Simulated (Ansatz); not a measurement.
Run report: GaSb, geometry relaxation (part 1 of 2)

- system: GaSb (interface cell, 8 atoms in the cell)
- method: DFT PBE, scalar-relativistic, plane waves, PAW, no spin polarisation (Ansatz 0.2.0)

The structure derives from an entry of the Crystallography Open Database. It belongs to a series of runs on one base structure; here: antiphase boundary on (0 0 1), species swapped. Figures and captions count atoms from 1; the log counts them from 0 in places.

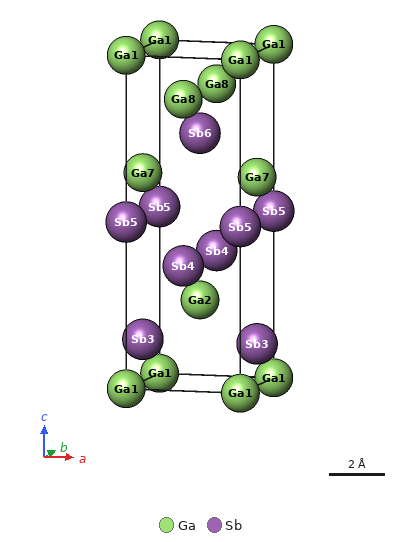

Fig. 1: The input geometry (spheres-only view of the cell of the calculation, seen slightly off an axis; atoms are numbered from 1 in the order of the input).

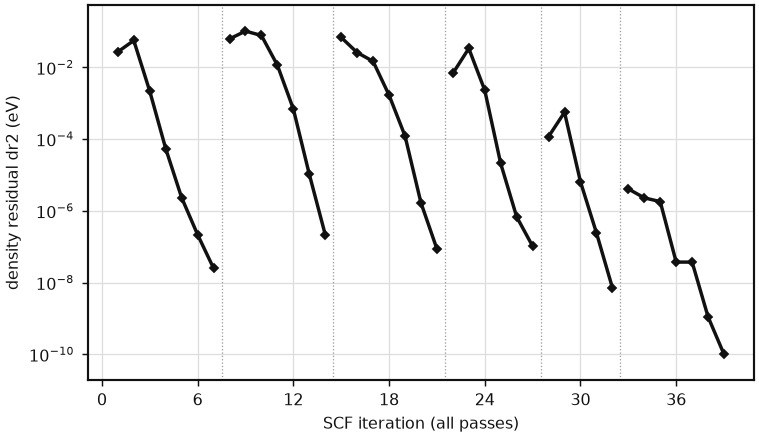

Fig. 2: Convergence of the self-consistent field: density residual dr2 against the SCF iteration. The dotted lines part the SCF passes of the relaxation: geometry steps, rejected trials and re-solves on a re-selected basis. The 6 passes take 5 to 7 iterations each, 39 in all.

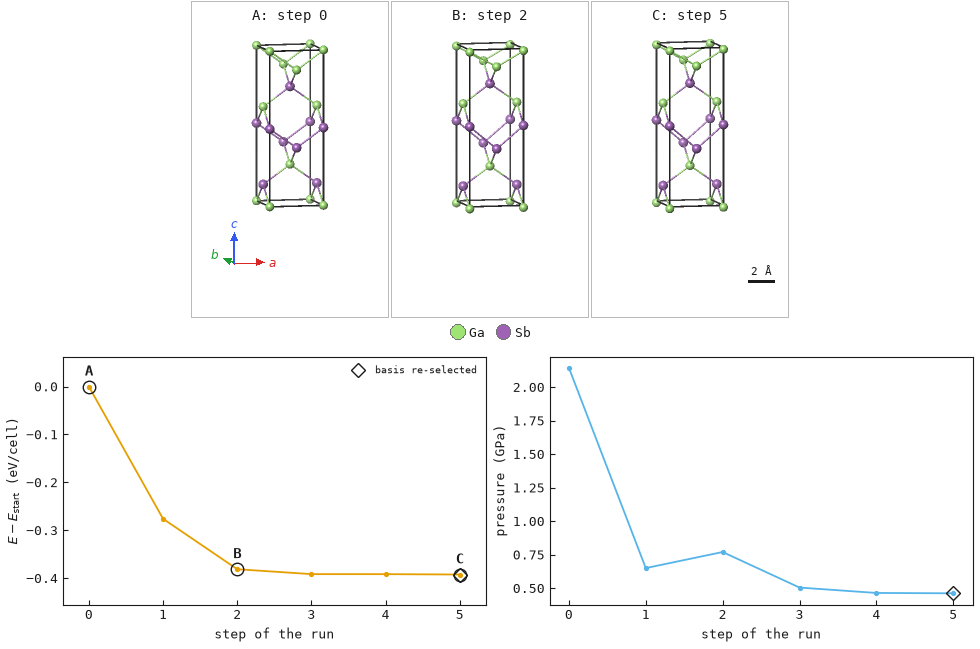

Fig. 3: Frames of the relaxation (ball-and-stick view of the cell of the calculation, seen slightly off an axis) above the curves, on which the letters mark them (the first geometry is step 0 here and step 1 in the log).

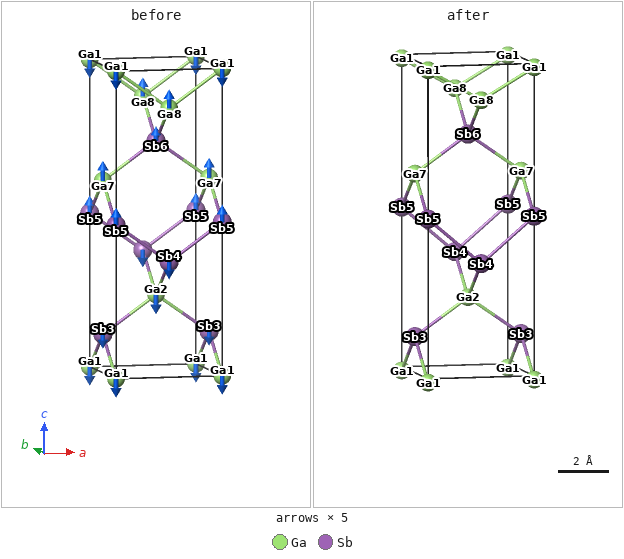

Fig. 4: Before (left) and after (right) the relaxation, at one scale (ball-and-stick view of the cell of the calculation, seen slightly off an axis). The blue arrows give the displacements (without the part carried along by the change of the cell), magnified 5 times. Over 4 geometry steps the energy falls by 0.391 eV per cell of the calculation. Largest force component: 1.6 eV/Å at the start, 0.0019 eV/Å at the end. Pressure: 2.14 GPa at the start and 0.46 GPa at the end. The largest moves relative to the cell, 0.16 Å, are those of Ga2 and Ga7. By element the largest moves are Ga 0.16 Å, Sb 0.14 Å. Cell: a = b stay at 4.394 Å, c 12.428 → 12.624 Å (+1.6 %). Volume +1.6 %. Distances before and after: Sb4–Sb5 2.691 → 2.879 Å, Ga1–Ga8 2.691 → 2.539 Å, Ga1–Sb3 2.691 → 2.727 Å, Ga2–Sb4 2.691 → 2.717 Å. Among the angles that change: Ga8–Ga1–Ga8 109.5° → 119.9°, Sb4–Sb5–Sb4 109.5° → 99.5°, Sb4–Sb5–Ga7 109.5° → 112.3°. A last SCF at the same geometry on a re-selected plane-wave basis shifts the energy by −0.7 meV per cell of the calculation. (Atoms are counted from 1 in the order of the input.)

The input that produced these results follows, with the program's output.

## Input file
```yaml
crystal:
  lattice:
    - [4.3938492981, 0.0, 0.0]
    - [0.0, 4.3938492981, 0.0]
    - [0.0, 0.0, 12.4276825367]
  atoms:
    - { symbol: Ga, position: [0.0, 0.0, 0.0] }
    - { symbol: Ga, position: [0.5, 0.5, 0.25] }
    - { symbol: Sb, position: [0.0, 0.5, 0.125] }
    - { symbol: Sb, position: [0.5, 0.0, 0.375] }
    - { symbol: Sb, position: [0.0, 0.0, 0.5] }
    - { symbol: Sb, position: [0.5, 0.5, 0.75] }
    - { symbol: Ga, position: [0.0, 0.5, 0.625] }
    - { symbol: Ga, position: [0.5, 0.0, 0.875] }
basis:
  ecutwfc: 420
kpoints:
  mp_grid: { grid: [8, 8, 3] }
hamiltonian:
  xc: pbe
scf:
  occupations: { method: gaussian, width: 0.1 }
output:
  forces: true
  stress: true
  eigenvalues: true
  populations: true
relax:
  adjacent_minimum: "off"
  f_tol: 0.02
  max_steps: 45
  cell: { fix: [a, b, alpha, beta, gamma], stress_tol: 0.1 }
```

Launch command:
```bash
ansatz run input.yaml --threads 2 --pin off --max-ram 5120MiB --backend cpu --events-out ev --progress --plain --runs-dir out
```

## Output
```
Engine: ansatz 0.2.0, x86_64-unknown-linux-gnu
Pseudopotentials: kind: paw
Pseudopotential: Ga, paw, valence charge 13, recommended cutoff 420 eV (normal), Ga.paw.azcp
Pseudopotential: Sb, paw, valence charge 15, recommended cutoff 420 eV (normal), Sb.paw.azcp
Functional definition: PBE
  parameter kappa = 0.804
  parameter beta = 0.06672455060314922
  exchange = pbe_x(kappa = kappa, mu = beta*pi^2/3)
  correlation = pbe_c(beta = beta)
Crystal: 8 atoms, lattice volume = 239.928 Å³
Basis set: ecut = 420 eV, 4721 PW (Γ), exchange–correlation on 60×60×180 points (8 copies of the dense FFT grid, shifted against one another)
Bands: 68, of which v1, the nominal top of the filled ones, is band 56 counted from 1 (55 counted from 0)
Symmetry: 8 space group operations
Space group: Pmma (ITA 51), of the structure as read, at distance tolerance 6.2e-5 Å
k-points: 50 of 192
Non-local potential: Ga, projectors of the file, l = 0: 2, l = 1: 2, l = 2: 3, l = 3: 1
Non-local potential: Sb, projectors of the file, l = 0: 2, l = 1: 2, l = 2: 2, l = 3: 2
PAW form: soft (Blöchl's): semilocal exchange-correlation on the pseudo side does not see the compensation charge
PAW one-centre angular grid: Ga, 590 points (default); XC on 64 Gauss nodes
PAW one-centre angular grid: Sb, 590 points (default); XC on 64 Gauss nodes
Initial density: superposition of atomic densities (neutral atoms: chi_scale 0, normalization atom), corrected by the library's trained network
Initial wavefunctions: pseudopotential atomic-orbital guess
Functional: x = pbe(κ = 0.804, μ = 0.2195149727645171), c = pbe(β = 0.06672455060314922)
SCF iter   1: F=—  HF=-41070.025890 eV  |F-HF|=—  |Δ(HF+E_count)|=         —  Δρ=1.69e-3  dr2=2.72e-2  ethr=1.77e-3  ⟨swp⟩=7.0  Hψ=13375  notcnv=0  defer=4
preconditioner: auto → LDOS  [metal: Δε(μ)=0.101 eV  Ē_g=13.459 eV  σ=0.100 eV  W_gap=0.49  n_scr=56 (ndim 8)  ℏωp=20.3 eV  f_vac=0.094  D(μ)=1.00/eV (n_scr^D=2)  β→1.0]
SCF iter   2: F=—  HF=-41070.024976 eV  |F-HF|=—  |Δ(HF+E_count)|=   9.14e-4  Δρ=1.51e-3  dr2=5.65e-2  ethr=2.43e-5  ⟨swp⟩=2.0  Hψ=6754  notcnv=0  defer=19
SCF iter   3: F=—  HF=-41070.019167 eV  |F-HF|=—  |Δ(HF+E_count)|=   5.81e-3  Δρ=3.95e-4  dr2=2.19e-3  ethr=2.43e-5  ⟨swp⟩=2.0  Hψ=4441  notcnv=0  defer=19
SCF iter   4: F=—  HF=-41070.018858 eV  |F-HF|=—  |Δ(HF+E_count)|=   3.10e-4  Δρ=1.10e-4  dr2=5.47e-5  ethr=1.95e-6  ⟨swp⟩=2.0  Hψ=4460  notcnv=0  defer=19
SCF iter   5: F=—  HF=-41070.018759 eV  |F-HF|=—  |Δ(HF+E_count)|=   9.88e-5  Δρ=2.91e-5  dr2=2.34e-6  ethr=4.88e-8  ⟨swp⟩=2.0  Hψ=5634  notcnv=0  defer=11
SCF iter   6: F=—  HF=-41070.018758 eV  |F-HF|=—  |Δ(HF+E_count)|=   5.97e-7  Δρ=9.77e-6  dr2=2.18e-7  ethr=2.09e-9  ⟨swp⟩=2.0  Hψ=5959  notcnv=0  defer=10
SCF iter   7: F=-41070.018758 eV  HF=-41070.018758 eV  |F-HF|=4.51e-9  |Δ(HF+E_count)|=   1.38e-8  Δρ=2.68e-6  dr2=2.53e-8  ethr=8.93e-11  ⟨swp⟩=11.1  Hψ=16109  notcnv=0
SCF 1 converged in 7 iterations: F = -41070.018758 eV  dr2 = 2.53e-8
  greatest PAW one-centre occupation: 0.996 electrons in one spin orbital (limit 2), on the Sb atom at site 4 (counted from 0), in its partial waves of l = 2
relax step   1: F+E_penalty+E_count = -41070.01875830 eV  Δ(F+E_penalty+E_count) = +0.000e0 eV  max|allowed force component| = 1.571e0 eV/Å  Δτ_max = 0.0000 Å  P = +2.144 GPa  Ω = 239.928 Å³  fix = [a, b, alpha, beta, gamma]  reactions: a +2.603, b +1.839 GPa  (7 SCF iters, dr2 threshold 1.00e-7 eV, accepted)
Crystal: 8 atoms, lattice volume = 243.404 Å³
Basis set: ecut = 420 eV, 4803 PW (Γ), exchange–correlation on 60×60×180 points (8 copies of the dense FFT grid, shifted against one another)
Initial density: handed on by an earlier stage of this run
Initial wavefunctions: those handed on with the density
iter 1 solved again at ethr=5.77e-5 eV; its pass at ethr=3.10e-3 eV (dr2=6.46e-2 eV) is discarded
SCF iter   1: F=—  HF=-41070.296889 eV  |F-HF|=—  |Δ(HF+E_count)|=         —  Δρ=7.31e-3  dr2=6.26e-2  ethr=5.77e-5  ⟨swp⟩=1.5  Hψ=18112  notcnv=0
preconditioner: auto → LDOS  [insulator: Δε(μ)=0.145 eV  Ē_g=13.403 eV  σ=0.100 eV  W_gap=0.70  n_scr=56 (ndim 8)  ℏωp=20.2 eV  f_vac=0.090  D(μ)=0.61/eV (n_scr^D=2)  ε∞_Penn≈3.3  β→1.0]
SCF iter   2: F=—  HF=-41070.307996 eV  |F-HF|=—  |Δ(HF+E_count)|=   1.11e-2  Δρ=2.05e-3  dr2=1.03e-1  ethr=5.59e-5  ⟨swp⟩=2.8  Hψ=6532  notcnv=0
SCF iter   3: F=—  HF=-41070.303436 eV  |F-HF|=—  |Δ(HF+E_count)|=   4.56e-3  Δρ=1.40e-3  dr2=7.81e-2  ethr=5.59e-5  ⟨swp⟩=3.4  Hψ=6888  notcnv=0  defer=49
SCF iter   4: F=—  HF=-41070.296207 eV  |F-HF|=—  |Δ(HF+E_count)|=   7.23e-3  Δρ=6.35e-4  dr2=1.16e-2  ethr=5.59e-5  ⟨swp⟩=1.2  Hψ=3767  notcnv=0  defer=49
SCF iter   5: F=—  HF=-41070.294873 eV  |F-HF|=—  |Δ(HF+E_count)|=   1.33e-3  Δρ=1.49e-4  dr2=7.01e-4  ethr=1.03e-5  ⟨swp⟩=1.9  Hψ=3350  notcnv=0  defer=49
SCF iter   6: F=—  HF=-41070.294731 eV  |F-HF|=—  |Δ(HF+E_count)|=   1.43e-4  Δρ=4.97e-5  dr2=1.06e-5  ethr=6.26e-7  ⟨swp⟩=2.0  Hψ=3450  notcnv=0  defer=16
SCF iter   7: F=-41070.294729 eV  HF=-41070.294729 eV  |F-HF|=3.62e-8  |Δ(HF+E_count)|=   1.79e-6  Δρ=9.48e-6  dr2=2.19e-7  ethr=7.14e-10  ⟨swp⟩=9.9  Hψ=18548  notcnv=0
SCF 2 converged in 7 iterations: F = -41070.294729 eV  dr2 = 2.19e-7
relax step   2: F+E_penalty+E_count = -41070.29472886 eV  Δ(F+E_penalty+E_count) = -2.760e-1 eV  max|allowed force component| = 8.892e-1 eV/Å  Δτ_max = 0.1948 Å  P = +0.650 GPa  Ω = 243.404 Å³  energy of the carried Pulay correction = -7.063e-4 eV  fix = [a, b, alpha, beta, gamma]  reactions: a -0.184, b +1.970 GPa  (7 SCF iters, dr2 threshold 8.00e-7 eV, accepted)
Crystal: 8 atoms, lattice volume = 241.972 Å³
Basis set: ecut = 420 eV, 4769 PW (Γ), exchange–correlation on 60×60×180 points (8 copies of the dense FFT grid, shifted against one another)
iter 1 solved again at ethr=6.38e-5 eV; its pass at ethr=3.10e-3 eV (dr2=7.14e-2 eV) is discarded
SCF iter   1: F=—  HF=-41070.405305 eV  |F-HF|=—  |Δ(HF+E_count)|=         —  Δρ=5.74e-3  dr2=6.89e-2  ethr=6.38e-5  ⟨swp⟩=1.8  Hψ=14225  notcnv=0
preconditioner: auto → LDOS  [metal: Δε(μ)=0.066 eV  Ē_g=13.405 eV  σ=0.100 eV  W_gap=0.33  n_scr=56 (ndim 8)  ℏωp=20.3 eV  f_vac=0.085  D(μ)=0.95/eV (n_scr^D=2)  β→1.0]
SCF iter   2: F=—  HF=-41070.403705 eV  |F-HF|=—  |Δ(HF+E_count)|=   1.60e-3  Δρ=1.33e-3  dr2=2.61e-2  ethr=6.15e-5  ⟨swp⟩=2.1  Hψ=5742  notcnv=0
SCF iter   3: F=—  HF=-41070.401573 eV  |F-HF|=—  |Δ(HF+E_count)|=   2.13e-3  Δρ=6.65e-4  dr2=1.48e-2  ethr=2.33e-5  ⟨swp⟩=2.6  Hψ=4780  notcnv=0
SCF iter   4: F=—  HF=-41070.400237 eV  |F-HF|=—  |Δ(HF+E_count)|=   1.34e-3  Δρ=3.08e-4  dr2=1.70e-3  ethr=1.32e-5  ⟨swp⟩=1.1  Hψ=3575  notcnv=0  defer=1
SCF iter   5: F=—  HF=-41070.400010 eV  |F-HF|=—  |Δ(HF+E_count)|=   2.27e-4  Δρ=6.99e-5  dr2=1.24e-4  ethr=1.51e-6  ⟨swp⟩=1.6  Hψ=3423  notcnv=0  defer=1
SCF iter   6: F=—  HF=-41070.399919 eV  |F-HF|=—  |Δ(HF+E_count)|=   9.07e-5  Δρ=1.79e-5  dr2=1.69e-6  ethr=1.11e-7  ⟨swp⟩=2.0  Hψ=3748  notcnv=0  defer=1
SCF iter   7: F=-41070.399919 eV  HF=-41070.399919 eV  |F-HF|=2.23e-8  |Δ(HF+E_count)|=   1.44e-7  Δρ=5.43e-6  dr2=8.74e-8  ethr=7.14e-10  ⟨swp⟩=8.4  Hψ=15921  notcnv=0
SCF 3 converged in 7 iterations: F = -41070.399919 eV  dr2 = 8.74e-8
relax step   3: F+E_penalty+E_count = -41070.39991884 eV  Δ(F+E_penalty+E_count) = -1.052e-1 eV  max|allowed force component| = 2.146e-1 eV/Å  Δτ_max = 0.1296 Å  P = +0.770 GPa  Ω = 241.972 Å³  energy of the carried Pulay correction = -4.166e-4 eV  fix = [a, b, alpha, beta, gamma]  reactions: a +0.531, b +1.331 GPa  (7 SCF iters, dr2 threshold 8.00e-7 eV, accepted)
Crystal: 8 atoms, lattice volume = 243.452 Å³
iter 1 solved again at ethr=5.91e-6 eV; its pass at ethr=3.10e-3 eV (dr2=6.62e-3 eV) is discarded
SCF iter   1: F=—  HF=-41070.410878 eV  |F-HF|=—  |Δ(HF+E_count)|=         —  Δρ=1.28e-3  dr2=6.83e-3  ethr=5.91e-6  ⟨swp⟩=2.0  Hψ=15573  notcnv=0
preconditioner: auto → LDOS  [metal: Δε(μ)=0.047 eV  Ē_g=13.365 eV  σ=0.100 eV  W_gap=0.26  n_scr=56 (ndim 8)  ℏωp=20.2 eV  f_vac=0.091  D(μ)=0.58/eV (n_scr^D=2)  β→1.0]
SCF iter   2: F=—  HF=-41070.413803 eV  |F-HF|=—  |Δ(HF+E_count)|=   2.93e-3  Δρ=8.70e-4  dr2=3.39e-2  ethr=5.91e-6  ⟨swp⟩=2.8  Hψ=5710  notcnv=0  recentre
SCF iter   3: F=—  HF=-41070.410429 eV  |F-HF|=—  |Δ(HF+E_count)|=   3.37e-3  Δρ=6.31e-4  dr2=2.32e-3  ethr=5.91e-6  ⟨swp⟩=2.1  Hψ=4154  notcnv=0
SCF iter   4: F=—  HF=-41070.410256 eV  |F-HF|=—  |Δ(HF+E_count)|=   1.73e-4  Δρ=6.62e-5  dr2=2.10e-5  ethr=2.07e-6  ⟨swp⟩=1.6  Hψ=3622  notcnv=0
SCF iter   5: F=—  HF=-41070.410169 eV  |F-HF|=—  |Δ(HF+E_count)|=   8.72e-5  Δρ=1.95e-5  dr2=6.86e-7  ethr=7.14e-10  ⟨swp⟩=6.8  Hψ=18143  notcnv=0
SCF iter   6: F=-41070.410169 eV  HF=-41070.410169 eV  |F-HF|=6.91e-8  |Δ(HF+E_count)|=   1.10e-7  Δρ=7.21e-6  dr2=1.04e-7  ethr=6.12e-10  ⟨swp⟩=3.1  Hψ=11944  notcnv=0
SCF 4 converged in 6 iterations: F = -41070.410169 eV  dr2 = 1.04e-7
relax step   4: F+E_penalty+E_count = -41070.41016868 eV  Δ(F+E_penalty+E_count) = -1.025e-2 eV  max|allowed force component| = 2.492e-2 eV/Å  Δτ_max = 0.0320 Å  P = +0.505 GPa  Ω = 243.452 Å³  energy of the carried Pulay correction = -7.159e-4 eV  fix = [a, b, alpha, beta, gamma]  reactions: a +0.258, b +1.196 GPa  (6 SCF iters, dr2 threshold 8.00e-7 eV, accepted)
Crystal: 8 atoms, lattice volume = 243.721 Å³
iter 1 solved again at ethr=1.03e-7 eV; its pass at ethr=3.10e-3 eV (dr2=1.15e-4 eV) is discarded
SCF iter   1: F=—  HF=-41070.410316 eV  |F-HF|=—  |Δ(HF+E_count)|=         —  Δρ=1.01e-4  dr2=1.18e-4  ethr=1.03e-7  ⟨swp⟩=2.7  Hψ=14578  notcnv=0
preconditioner: auto → LDOS  [metal: Δε(μ)=0.048 eV  Ē_g=13.366 eV  σ=0.100 eV  W_gap=0.27  n_scr=56 (ndim 8)  ℏωp=20.2 eV  f_vac=0.091  D(μ)=0.59/eV (n_scr^D=2)  β→1.0]
SCF iter   2: F=—  HF=-41070.410374 eV  |F-HF|=—  |Δ(HF+E_count)|=   5.85e-5  Δρ=1.08e-4  dr2=5.62e-4  ethr=1.03e-7  ⟨swp⟩=3.0  Hψ=5824  notcnv=0  recentre
SCF iter   3: F=—  HF=-41070.410315 eV  |F-HF|=—  |Δ(HF+E_count)|=   5.96e-5  Δρ=2.31e-5  dr2=6.51e-6  ethr=1.03e-7  ⟨swp⟩=2.0  Hψ=3836  notcnv=0
SCF iter   4: F=—  HF=-41070.410234 eV  |F-HF|=—  |Δ(HF+E_count)|=   8.09e-5  Δρ=7.40e-6  dr2=2.46e-7  ethr=5.82e-9  ⟨swp⟩=2.4  Hψ=4852  notcnv=0
SCF iter   5: F=-41070.410234 eV  HF=-41070.410234 eV  |F-HF|=6.74e-9  |Δ(HF+E_count)|=   4.12e-8  Δρ=1.88e-6  dr2=7.27e-9  ethr=3.47e-11  ⟨swp⟩=6.7  Hψ=15158  notcnv=0
SCF 5 converged in 5 iterations: F = -41070.410234 eV  dr2 = 7.27e-9
relax step   5: F+E_penalty+E_count = -41070.41023375 eV  Δ(F+E_penalty+E_count) = -6.507e-5 eV  max|allowed force component| = 1.870e-3 eV/Å  Δτ_max = 0.0022 Å  P = +0.465 GPa  Ω = 243.721 Å³  energy of the carried Pulay correction = -7.701e-4 eV  fix = [a, b, alpha, beta, gamma]  reactions: a +0.244, b +1.148 GPa  (5 SCF iters, dr2 threshold 3.88e-8 eV, accepted)
Initial wavefunctions: pseudopotential atomic-orbital guess (no wavefunctions were taken with the density)
iter 1 solved again at ethr=5.84e-7 eV; its pass at ethr=3.10e-3 eV (dr2=6.54e-4 eV) is discarded
```
